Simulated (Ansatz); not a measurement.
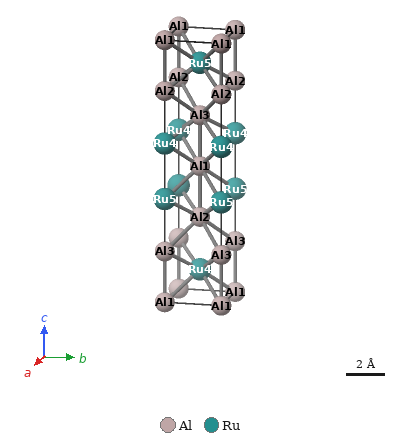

The structure as given in the input (ball-and-stick view of the cell 2 times as large as that of the calculation, set on its symmetry axes, seen slightly off an axis; atoms are numbered from 1 in the order of the input). An atom can appear more than once, as a periodic image.

Geometry relaxation of Al$_{3}$Ru$_{2}$ (part 1 of 2)

Al$_{3}$Ru$_{2}$ (I4/mmm, 5 atoms in the cell), computed with DFT r2SCAN, scalar-relativistic, plane waves, PAW, no spin polarisation (Ansatz 0.2.0).

The structure derives from a Materials Project entry. It belongs to a series of runs on one base structure; here: relaxed at -3 GPa. Figures and captions count atoms from 1; the log counts them from 0 in places.

### The program's output
```
basis.fft_grid_basis auto: the FFT boxes are laid along the combinations [[1, 0, 1], [0, 1, 1], [0, 0, 1]] of the cell's own vectors, 3.107, 3.107 and 7.532 Å long. The dense box has 24×24×60 points. Along the cell's own vectors, as sized, it would have 60×60×60, 6.25 times as many. Of the 16 symmetry operations that the crystal satisfies within crystal.symmetry.tolerance (time reversal apart; of a slab, those that keep its plane) the dense box along the cell's own vectors carries 16, and the one as laid loses 12 of those. basis.fft_grid_basis: typed keeps the cell's own vectors: state it where this run's energies or levels are differenced outside the engine with another run's, or held beside a run that keeps those vectors.
Engine: ansatz 0.2.0, x86_64-unknown-linux-gnu
Pseudopotentials: kind: paw
Pseudopotential: Al, paw, valence charge 3, recommended cutoff 500 eV (meta_gga), Al.paw.azcp
Pseudopotential: Ru, paw, valence charge 16, recommended cutoff 500 eV (meta_gga), Ru.paw.azcp
Functional definition: r2SCAN
  parameter k0 = 0.174
  parameter k1 = 0.065
  parameter a1 = 4.9479
  exchange = r2scan_x(k0 = k0, k1 = k1, a1 = a1)
  correlation = r2scan_c
Crystal: 5 atoms, lattice volume = 69.533 Å³
Basis set: ecut = 500 eV, 1755 PW (Γ), FFT grids on a1+a3, a2+a3, a3, exchange–correlation on 96×96×240 points (64 copies of the dense FFT grid, shifted against one another)
Bands: 26, of which v1, the nominal top of the filled ones, is band 21 counted from 1 (20 counted from 0)
Symmetry: 16 space group operations
Space group: I4/mmm (ITA 139), of the structure as read, at distance tolerance 4.1e-5 Å
k-points: 349 of 4096
Non-local potential: Al, projectors of the file, l = 0: 2, l = 1: 2, l = 2: 1
Non-local potential: Ru, projectors of the file, l = 0: 3, l = 1: 2, l = 2: 2, l = 3: 1
PAW form: soft (Blöchl's): semilocal exchange-correlation on the pseudo side does not see the compensation charge
PAW frozen core: Al, regenerated for the run's functional (the file was generated under x = pbe(κ = 0.804, μ = 0.2195149727645171), c = pbe(β = 0.06672455060314922))
PAW frozen core: Ru, regenerated for the run's functional (the file was generated under x = pbe(κ = 0.804, μ = 0.2195149727645171), c = pbe(β = 0.06672455060314922))
PAW one-centre angular grid: Al, 302 points (default); XC on 160 Gauss nodes
PAW one-centre angular grid: Ru, 590 points (default); XC on 160 Gauss nodes
Initial density: superposition of atomic densities (neutral atoms: chi_scale 0, normalization atom), corrected by the library's trained network
Initial wavefunctions: pseudopotential atomic-orbital guess
Functional: x = r2scan, c = r2scan; τ floored in thin density (d = 2e-4 eV/Å³)
SCF iter   1: F=—  HF=-13406.418497 eV  |F-HF|=—  |Δ(HF+E_count)|=         —  Δρ=8.21e-3  dr2=5.52e-2  dr2_τ=5.67e-2  ethr=1.77e-3  ⟨swp⟩=6.5  Hψ=42889  notcnv=0
preconditioner: auto → Kerker (q_TF=auto, 2.498 Å⁻¹)  [metal: Δε(μ)=0.007 eV  Ē_g=6.859 eV  σ=0.100 eV  W_gap=0.04  n_scr=20 (ndim 8)  ℏωp=22.3 eV  f_vac=0.000  D(μ)=1.13/eV (n_scr^D=2)]
SCF iter   2: F=—  HF=-13406.457469 eV  |F-HF|=—  |Δ(HF+E_count)|=   3.90e-2  Δρ=5.22e-3  dr2=1.78e-2  dr2_τ=9.73e-4  ethr=1.35e-4  ⟨swp⟩=2.0  Hψ=17681  notcnv=0  defer=397
SCF iter   3: F=—  HF=-13406.453577 eV  |F-HF|=—  |Δ(HF+E_count)|=   3.89e-3  Δρ=1.62e-3  dr2=3.19e-3  dr2_τ=4.20e-4  ethr=4.33e-5  ⟨swp⟩=2.1  Hψ=15160  notcnv=0  defer=397
SCF iter   4: F=—  HF=-13406.452874 eV  |F-HF|=—  |Δ(HF+E_count)|=   7.03e-4  Δρ=4.59e-4  dr2=1.07e-4  dr2_τ=7.60e-6  ethr=7.78e-6  ⟨swp⟩=2.0  Hψ=12211  notcnv=0  defer=397
SCF iter   5: F=—  HF=-13406.452852 eV  |F-HF|=—  |Δ(HF+E_count)|=   2.21e-5  Δρ=1.01e-4  dr2=8.31e-6  dr2_τ=3.82e-7  ethr=2.62e-7  ⟨swp⟩=2.2  Hψ=12257  notcnv=0  defer=397
SCF iter   6: F=—  HF=-13406.452851 eV  |F-HF|=—  |Δ(HF+E_count)|=   5.69e-7  Δρ=3.12e-5  dr2=7.32e-7  dr2_τ=3.06e-8  ethr=2.03e-8  ⟨swp⟩=2.4  Hψ=13198  notcnv=0  defer=397
SCF iter   7: F=-13406.452851 eV  HF=-13406.452851 eV  |F-HF|=3.25e-9  |Δ(HF+E_count)|=   9.00e-8  Δρ=4.52e-6  dr2=1.26e-8  dr2_τ=5.32e-10  ethr=2.44e-10  ⟨swp⟩=8.4  Hψ=41629  notcnv=0
SCF 1 converged in 7 iterations: F = -13406.452851 eV  dr2 = 1.26e-8
  greatest PAW one-centre occupation: 0.997 electrons in one spin orbital (limit 2), on the Ru atom at site 4 (counted from 0), in its partial waves of l = 1
relax step   1: F+E_penalty+E_count = -13406.45285106 eV  Δ(F+E_penalty+E_count) = +0.000e0 eV  max|allowed force component| = 1.190e-1 eV/Å  Δτ_max = 0.0000 Å  P = -5.342 GPa  Ω = 69.533 Å³  (7 SCF iters, dr2 threshold 1.00e-7 eV, accepted)
Crystal: 5 atoms, lattice volume = 68.427 Å³
Basis set: ecut = 500 eV, 1735 PW (Γ), FFT grids on a1+a3, a2+a3, a3, exchange–correlation on 96×96×240 points (64 copies of the dense FFT grid, shifted against one another)
Initial density: handed on by an earlier stage of this run
Initial wavefunctions: those handed on with the density
iter 1 solved again at ethr=6.16e-6 eV; its pass at ethr=3.10e-3 eV (dr2=2.53e-3 eV) is discarded
SCF iter   1: F=—  HF=-13406.467272 eV  |F-HF|=—  |Δ(HF+E_count)|=         —  Δρ=1.64e-3  dr2=2.27e-3  dr2_τ=1.23e-2  ethr=6.16e-6  ⟨swp⟩=2.0  Hψ=46883  notcnv=0
preconditioner: auto → Kerker (q_TF=auto, 2.505 Å⁻¹)  [metal: Δε(μ)=0.017 eV  Ē_g=6.963 eV  σ=0.100 eV  W_gap=0.10  n_scr=20 (ndim 8)  ℏωp=22.4 eV  f_vac=0.000  D(μ)=1.14/eV (n_scr^D=2)]
SCF iter   2: F=—  HF=-13406.480182 eV  |F-HF|=—  |Δ(HF+E_count)|=   1.29e-2  Δρ=6.09e-4  dr2=1.47e-4  dr2_τ=6.84e-5  ethr=5.53e-6  ⟨swp⟩=2.0  Hψ=16242  notcnv=0
SCF iter   3: F=—  HF=-13406.480210 eV  |F-HF|=—  |Δ(HF+E_count)|=   2.79e-5  Δρ=3.43e-4  dr2=4.99e-5  dr2_τ=4.48e-6  ethr=3.59e-7  ⟨swp⟩=1.0  Hψ=9074  notcnv=0
SCF iter   4: F=—  HF=-13406.480220 eV  |F-HF|=—  |Δ(HF+E_count)|=   1.02e-5  Δρ=5.22e-5  dr2=2.14e-6  dr2_τ=8.24e-8  ethr=1.22e-7  ⟨swp⟩=2.5  Hψ=15885  notcnv=0
SCF iter   5: F=-13406.480220 eV  HF=-13406.480220 eV  |F-HF|=1.76e-8  |Δ(HF+E_count)|=   1.53e-7  Δρ=1.28e-5  dr2=6.19e-8  dr2_τ=2.36e-8  ethr=1.22e-9  ⟨swp⟩=5.2  Hψ=40455  notcnv=0
SCF 2 converged in 5 iterations: F = -13406.480220 eV  dr2 = 6.19e-8
relax step   2: F+E_penalty+E_count = -13406.48021973 eV  Δ(F+E_penalty+E_count) = -2.737e-2 eV  max|allowed force component| = 3.282e-2 eV/Å  Δτ_max = 0.0035 Å  P = -2.344 GPa  Ω = 68.427 Å³  energy of the carried Pulay correction = +3.894e-4 eV  (5 SCF iters, dr2 threshold 5.00e-7 eV, accepted)
Crystal: 5 atoms, lattice volume = 68.678 Å³
iter 1 solved again at ethr=6.41e-7 eV; its pass at ethr=3.10e-3 eV (dr2=2.63e-4 eV) is discarded
SCF iter   1: F=—  HF=-13406.474436 eV  |F-HF|=—  |Δ(HF+E_count)|=         —  Δρ=6.25e-4  dr2=2.23e-4  dr2_τ=2.29e-3  ethr=6.41e-7  ⟨swp⟩=2.0  Hψ=44450  notcnv=0
preconditioner: auto → Kerker (q_TF=auto, 2.504 Å⁻¹)  [metal: Δε(μ)=0.019 eV  Ē_g=6.934 eV  σ=0.100 eV  W_gap=0.11  n_scr=20 (ndim 8)  ℏωp=22.4 eV  f_vac=0.000  D(μ)=1.14/eV (n_scr^D=2)]
SCF iter   2: F=—  HF=-13406.476056 eV  |F-HF|=—  |Δ(HF+E_count)|=   1.62e-3  Δρ=2.73e-4  dr2=2.23e-5  dr2_τ=6.18e-6  ethr=5.45e-7  ⟨swp⟩=2.0  Hψ=16249  notcnv=0
SCF iter   3: F=—  HF=-13406.476060 eV  |F-HF|=—  |Δ(HF+E_count)|=   4.15e-6  Δρ=1.42e-4  dr2=7.79e-6  dr2_τ=6.89e-7  ethr=5.43e-8  ⟨swp⟩=1.0  Hψ=9074  notcnv=0
SCF iter   4: F=—  HF=-13406.476061 eV  |F-HF|=—  |Δ(HF+E_count)|=   1.50e-6  Δρ=2.05e-5  dr2=6.39e-7  dr2_τ=8.90e-9  ethr=1.90e-8  ⟨swp⟩=2.9  Hψ=16199  notcnv=0
SCF iter   5: F=-13406.476061 eV  HF=-13406.476061 eV  |F-HF|=6.30e-9  |Δ(HF+E_count)|=   9.36e-8  Δρ=8.39e-6  dr2=2.08e-8  dr2_τ=4.07e-9  ethr=1.22e-9  ⟨swp⟩=4.5  Hψ=34246  notcnv=0
SCF 3 converged in 5 iterations: F = -13406.476061 eV  dr2 = 2.08e-8
relax step   3: F+E_penalty+E_count = -13406.47606109 eV  Δ(F+E_penalty+E_count) = +4.159e-3 eV  max|allowed force component| = 1.302e-2 eV/Å  Δτ_max = 0.0026 Å  P = -2.998 GPa  Ω = 68.678 Å³  energy of the carried Pulay correction = +3.006e-4 eV  (5 SCF iters, dr2 threshold 5.00e-7 eV, accepted)
Crystal: 5 atoms, lattice volume = 68.687 Å³
iter 1 solved again at ethr=8.19e-8 eV; its pass at ethr=3.10e-3 eV (dr2=3.36e-5 eV) is discarded
SCF iter   1: F=—  HF=-13406.475863 eV  |F-HF|=—  |Δ(HF+E_count)|=         —  Δρ=1.37e-4  dr2=3.30e-5  dr2_τ=9.25e-5  ethr=8.19e-8  ⟨swp⟩=1.1  Hψ=36453  notcnv=0
preconditioner: auto → Kerker (q_TF=auto, 2.503 Å⁻¹)  [metal: Δε(μ)=0.022 eV  Ē_g=6.935 eV  σ=0.100 eV  W_gap=0.12  n_scr=20 (ndim 8)  ℏωp=22.4 eV  f_vac=0.000  D(μ)=1.14/eV (n_scr^D=2)]
SCF iter   2: F=—  HF=-13406.475907 eV  |F-HF|=—  |Δ(HF+E_count)|=   4.39e-5  Δρ=7.12e-5  dr2=9.66e-6  dr2_τ=1.96e-7  ethr=8.05e-8  ⟨swp⟩=2.6  Hψ=15101  notcnv=0
SCF iter   3: F=—  HF=-13406.475905 eV  |F-HF|=—  |Δ(HF+E_count)|=   2.85e-6  Δρ=2.22e-5  dr2=2.08e-6  dr2_τ=6.36e-8  ethr=2.36e-8  ⟨swp⟩=1.0  Hψ=9077  notcnv=0
SCF iter   4: F=—  HF=-13406.475904 eV  |F-HF|=—  |Δ(HF+E_count)|=   2.81e-7  Δρ=9.29e-6  dr2=5.96e-8  dr2_τ=1.97e-9  ethr=5.06e-9  ⟨swp⟩=2.2  Hψ=11256  notcnv=0
SCF iter   5: F=-13406.475904 eV  HF=-13406.475904 eV  |F-HF|=2.21e-9  |Δ(HF+E_count)|=   2.91e-9  Δρ=2.11e-6  dr2=3.30e-9  dr2_τ=6.14e-10  ethr=2.58e-11  ⟨swp⟩=4.6  Hψ=32540  notcnv=0
SCF 4 converged in 5 iterations: F = -13406.475904 eV  dr2 = 3.30e-9
relax step   4: F+E_penalty+E_count = -13406.47590423 eV  Δ(F+E_penalty+E_count) = +1.569e-4 eV  max|allowed force component| = 3.171e-3 eV/Å  Δτ_max = 0.0009 Å  P = -3.011 GPa  Ω = 68.687 Å³  energy of the carried Pulay correction = +2.974e-4 eV  (5 SCF iters, dr2 threshold 1.06e-8 eV, accepted)
Initial wavefunctions: pseudopotential atomic-orbital guess (no wavefunctions were taken with the density)
iter 1 solved again at ethr=1.27e-7 eV; its pass at ethr=3.10e-3 eV (dr2=5.19e-5 eV) is discarded
SCF iter   1: F=—  HF=-13406.475615 eV  |F-HF|=—  |Δ(HF+E_count)|=         —  Δρ=3.03e-5  dr2=9.49e-8  dr2_τ=8.38e-7  ethr=1.27e-7  ⟨swp⟩=3.1  Hψ=65743  notcnv=0
preconditioner: auto → Kerker (q_TF=auto, 2.503 Å⁻¹)  [metal: Δε(μ)=0.021 eV  Ē_g=6.934 eV  σ=0.100 eV  W_gap=0.12  n_scr=20 (ndim 8)  ℏωp=22.4 eV  f_vac=0.000  D(μ)=1.14/eV (n_scr^D=2)]
SCF iter   2: F=—  HF=-13406.475614 eV  |F-HF|=—  |Δ(HF+E_count)|=   1.09e-6  Δρ=1.58e-5  dr2=2.58e-8  dr2_τ=2.04e-8  ethr=2.31e-10  ⟨swp⟩=2.2  Hψ=16068  notcnv=0
SCF iter   3: F=—  HF=-13406.475614 eV  |F-HF|=—  |Δ(HF+E_count)|=   3.27e-8  Δρ=3.65e-6  dr2=3.55e-9  dr2_τ=1.56e-9  ethr=6.29e-11  ⟨swp⟩=2.6  Hψ=14329  notcnv=0
SCF iter   4: F=—  HF=-13406.475614 eV  |F-HF|=—  |Δ(HF+E_count)|=   1.30e-9  Δρ=4.55e-7  dr2=1.60e-10  dr2_τ=1.25e-11  ethr=8.66e-12  ⟨swp⟩=2.9  Hψ=16111  notcnv=0
SCF iter   5: F=-13406.475614 eV  HF=-13406.475614 eV  |F-HF|=1.82e-11  |Δ(HF+E_count)|=  2.55e-11  Δρ=1.63e-7  dr2=2.50e-11  dr2_τ=2.91e-12  ethr=1.00e-12  ⟨swp⟩=4.4  Hψ=33837  notcnv=0
SCF 5 converged in 5 iterations: F = -13406.475614 eV  dr2 = 2.50e-11
relax step   5: F+E_penalty+E_count = -13406.47561376 eV  Δ(F+E_penalty+E_count) = +2.905e-4 eV  max|allowed force component| = 3.133e-3 eV/Å  Δτ_max = 0.0000 Å  P = -3.013 GPa  Ω = 68.687 Å³  stress off target by 3.10e-2 GPa  SCF on the basis re-selected at this cell (its energy is not comparable with the rows above)  (5 SCF iters)
```

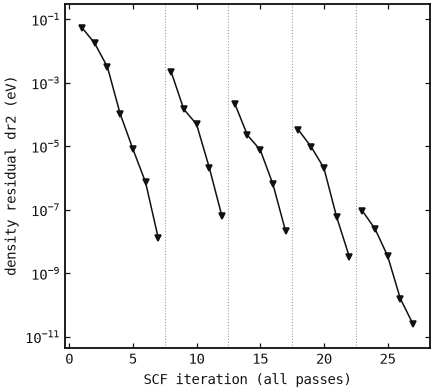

Convergence of the self-consistent field: density residual dr2 against the SCF iteration. The dotted lines part the SCF passes of the relaxation: geometry steps, rejected trials and re-solves on a re-selected basis. The 5 passes take 5 to 7 iterations each, 27 in all.
